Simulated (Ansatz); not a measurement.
# PtS2: 6 runs along one coordinate

System: PtS2 (P1, 3 atoms in the cell).
Method: DFT PBE, scalar-relativistic, plane waves, PAW, no spin polarisation (Ansatz 0.2.0).

The 6 runs differ only in the geometry, by a shift of atoms along one path in a fixed cell. The shift s is measured from run 4: S2 moves along the Cartesian direction (0.71, −0.71, 0.00), and S3 with it in fixed proportion. The structure derives from an entry of the Crystallography Open Database.

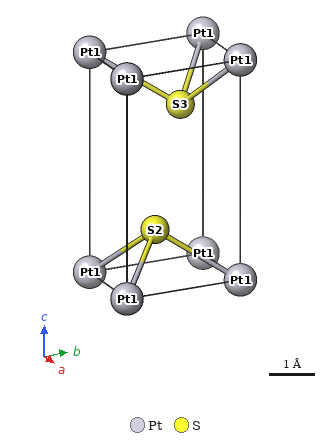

Figure 1. The structure of run 4 (ball-and-stick view of the cell of the calculation, set on other vectors, seen slightly off an axis; atoms are numbered from 1 in the order of the input). An atom can appear more than once, as a periodic image.

**Input of run 4**
```yaml
crystal:
  lattice:
    - [3.5431994758, 0.0, 0.0]
    - [-1.7715997379, 3.0685007567, 0.0]
    - [0.0, 0.0, 5.0388]
  atoms:
    - { symbol: Pt, position: [0.0, 0.0, 0.0] }
    - { symbol: S, position: [0.343876717, 0.6378616069, 0.25] }
    - { symbol: S, position: [0.6772100503, 0.3045282736, 0.75] }
basis:
  ecutwfc: 420
kpoints:
  mp_grid: { grid: [12, 12, 8] }
hamiltonian:
  xc: pbe
scf:
  occupations: { method: gaussian, width: 0.05 }
output:
  forces: true
  stress: true
  eigenvalues: true
```

Command:
```bash
ansatz run input.yaml --threads 1 --pin off --max-ram 2560MiB --backend cpu --events-out ev --progress --plain --runs-dir out
```

Lattice vectors (Å) and fractional positions of run 4:
```
   3.543199    0.000000    0.000000
  -1.771600    3.068501    0.000000
   0.000000    0.000000    5.038800
Pt  0.000000  0.000000  0.000000
S   0.343877  0.637862  0.250000
S   0.677210  0.304528  0.750000
```

Run 5 differs from it as follows:
```diff
-    - { symbol: S, position: [0.343876717, 0.6378616069, 0.25] }
-    - { symbol: S, position: [0.6772100503, 0.3045282736, 0.75] }
+    - { symbol: S, position: [0.3459853937, 0.632100595, 0.25] }
+    - { symbol: S, position: [0.679318727, 0.2987672616, 0.75] }
```

**Results, with one run withheld**

```csv
run,shift s of S2 (Å),"free energy per atom, from the lowest run given (meV)",pressure (GPa),gap on the mesh (eV),force along the path (eV/Å)
1,−0.3250,101.95,5.15,0.43,3.289
2,−0.2250,20.25,3.06,0.57,1.623
3,−0.0750,0.00,2.55,0.56,−0.808
4,0.0000,35.48,3.45,0.56,−2.034
5,0.0250,?,?,?,?
6,0.0500,76.30,4.50,0.48,−2.867
```

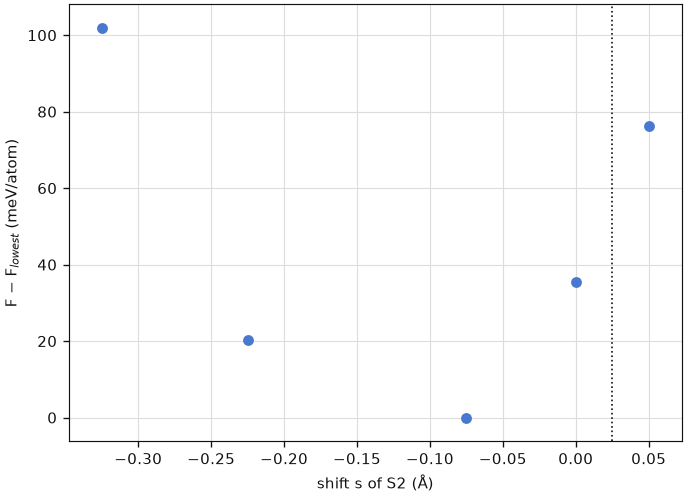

Figure 2. Free energy per atom of the runs given; the dotted line marks run 5.

Fit the runs given and predict run 5.

A cubic polynomial in the coordinate, fitted to the 5 runs given, misses them by at most 0.09 meV per atom. With x = s + 0.1150, it reads F = −6.6063 + 54.735 x + 2716.5 x² − 26.649 x³ (meV per atom). At run 5 it gives 54.23 meV per atom, and the run itself gives 54.16. The slope of the fit gives a force −dF/ds of −2.441 eV/Å along the path (summed over the atoms that move), and the printed forces give −2.449 eV/Å. The fit has its minimum at s = −0.1251 Å. The gap on the mesh lies between 0.43 eV (run 1) and 0.57 eV (run 2); run 5 has 0.52 eV. These are gaps of this functional on this mesh, which can miss the band edges; they aren't the measured gap.

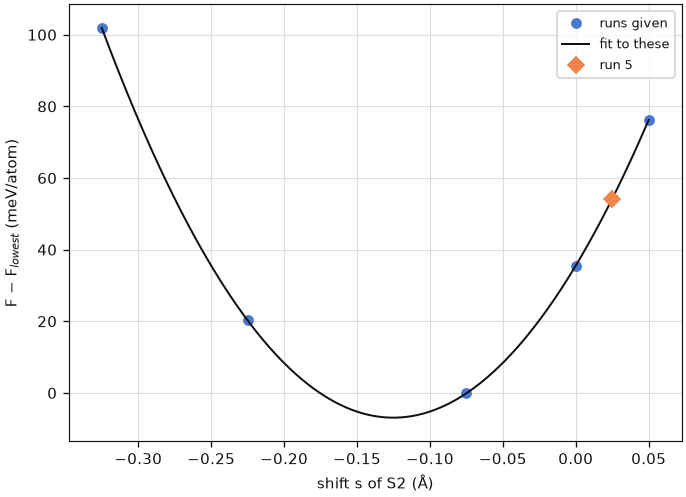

Figure 3. The fit and the withheld run.

**Output, shortened to warnings, some set-up lines, iterations and results (run 5)**
```
Basis set: ecut = 420 eV, 1043 PW (Γ), exchange–correlation on 48×48×72 points (8 copies of the dense FFT grid, shifted against one another)
Symmetry: 1 space group operations
k-points: 580 of 1152 (time reversal used)
Initial density: superposition of atomic densities (neutral atoms: chi_scale 0, normalization atom), corrected by the library's trained network
[...]
SCF iter   1: F=—  HF=-14327.976211 eV  |F-HF|=—  |Δ(HF+E_count)|=         —  Δρ=3.29e-3  dr2=2.63e-3  ethr=1.77e-3  ⟨swp⟩=5.1  Hψ=53994  notcnv=0
SCF iter   2: F=—  HF=-14327.977011 eV  |F-HF|=—  |Δ(HF+E_count)|=   8.00e-4  Δρ=1.66e-3  dr2=9.21e-4  ethr=8.78e-6  ⟨swp⟩=2.9  Hψ=24333  notcnv=0
SCF iter   3: F=—  HF=-14327.977336 eV  |F-HF|=—  |Δ(HF+E_count)|=   3.25e-4  Δρ=6.27e-4  dr2=2.29e-4  ethr=3.07e-6  ⟨swp⟩=2.0  Hψ=15801  notcnv=0
SCF iter   4: F=—  HF=-14327.977320 eV  |F-HF|=—  |Δ(HF+E_count)|=   1.52e-5  Δρ=1.45e-4  dr2=9.40e-6  ethr=7.63e-7  ⟨swp⟩=2.9  Hψ=18084  notcnv=0
SCF iter   5: F=—  HF=-14327.977410 eV  |F-HF|=—  |Δ(HF+E_count)|=   8.92e-5  Δρ=4.63e-5  dr2=1.42e-6  ethr=3.13e-8  ⟨swp⟩=2.1  Hψ=15969  notcnv=0
SCF iter   6: F=—  HF=-14327.977411 eV  |F-HF|=—  |Δ(HF+E_count)|=   1.50e-6  Δρ=1.46e-5  dr2=1.52e-7  ethr=4.73e-9  ⟨swp⟩=2.0  Hψ=17201  notcnv=0
SCF iter   7: F=-14327.977411 eV  HF=-14327.977411 eV  |F-HF|=3.77e-9  |Δ(HF+E_count)|=   1.16e-7  Δρ=2.90e-6  dr2=4.78e-9  ethr=3.33e-10  ⟨swp⟩=5.0  Hψ=44806  notcnv=0
SCF 1 converged in 7 iterations: F = -14327.977411 eV  dr2 = 4.78e-9
SCF converged after 7 iterations
Free energy (F): -14327.977411 eV
Harris-Foulkes:  -14327.977411 eV  (|F-HF|=3.77e-9)
Internal energy: -14327.977411 eV  (E = F + TS)
E sigma→0 (E₀):  -14327.977411 eV
Fermi energy:    11.299583 eV
--- Per-component energies (eV) ---
  E_band       = -314.580811
  E_kinetic    = 850.552504
  E_local      = -3008.156306  (includes V_loc(G=0)·N_el)
  E_nonlocal   = 255.596653
  E_hartree    = 1181.569378
  E_xc         = -456.045185
  E_vxc        = -477.843969  (∫ρ·V_xc dr)
  E_paw        = -10653.999866  (= ΣΔE_a)
  E_vpaw       = -297.866746  (= ΣTr[D̂ρ^β])
  E_aug_tail   = 0.000199  (compensation charges beyond the density's cutoff)
  E_ewald      = -2497.494787
  E_smearing   = -0.000000  (= −TS)
  E_closure    = -0.000000  (closes the sum)
  Σ components = -14327.977411   (vs F -14327.977411, Δ=0.00e0)
--- Forces (eV/Å), atoms counted from 1 ---
  atom   1  Pt     1.73199198    -1.73099838     0.03600831
  atom   2  S     -0.70645813     0.86528899    -0.14201835
  atom   3  S     -1.02553343     0.86570918     0.10600306
  max |Σ_I F_I| component: 6.98e-6 eV/Å
--- Stress (GPa, compression-positive) ---
        4.969287      -0.603449       1.170614
       -0.603449       4.942593      -0.001725
        1.170614      -0.001725       1.881634
  P = ⅓ Tr σ = 3.9312 GPa (39.312 kbar)
```

Notes: Spin–orbit coupling is left out, which matters for Pt.
